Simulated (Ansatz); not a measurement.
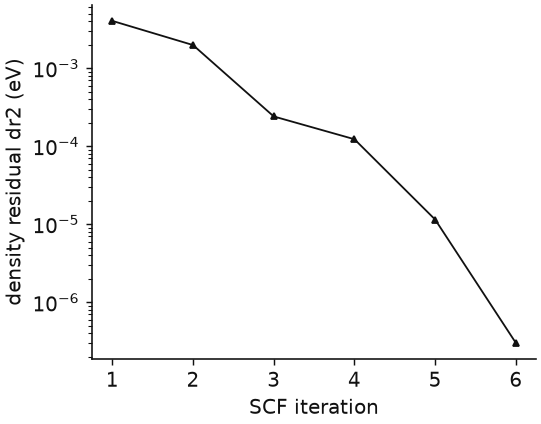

The plot shows the SCF iterations of a calculation: density residual dr2. The starting density is a sum of atomic densities corrected by a trained network.

Ge (2 atoms in the cell), run with Ansatz.

```
crystal:
  lattice:
    - [0.0, -2.8378805212, -2.8378805212]
    - [2.8378805212, 0.0, -2.8378805212]
    - [2.8378805212, -2.8378805212, 0.0]
  atoms:
    - { symbol: Ge, position: [0.0, 0.0, 0.0] }
    - { symbol: Ge, position: [0.75, 0.75, 0.75] }
  symmetry: { detect: false }
basis:
  ecutwfc: 420
kpoints:
  mp_grid: { grid: [14, 14, 14] }
hamiltonian:
  xc: pbesol
scf:
  occupations: { method: tetrahedron }
output:
  forces: true
  eigenvalues: true
  stress: true
```

Run as:
```bash
ansatz run input.yaml --threads 2 --pin off --max-ram 5120MiB --backend cpu --events-out ev --progress --plain --runs-dir out
```

**How did this run end?**

It was still iterating, at step 6, when the time limit ended it. The residual goes from 4 × 10⁻³ at the first step to 3 × 10⁻⁷ at the last. From the first spectrum the program read the system as a metal and chose the Kerker preconditioner.
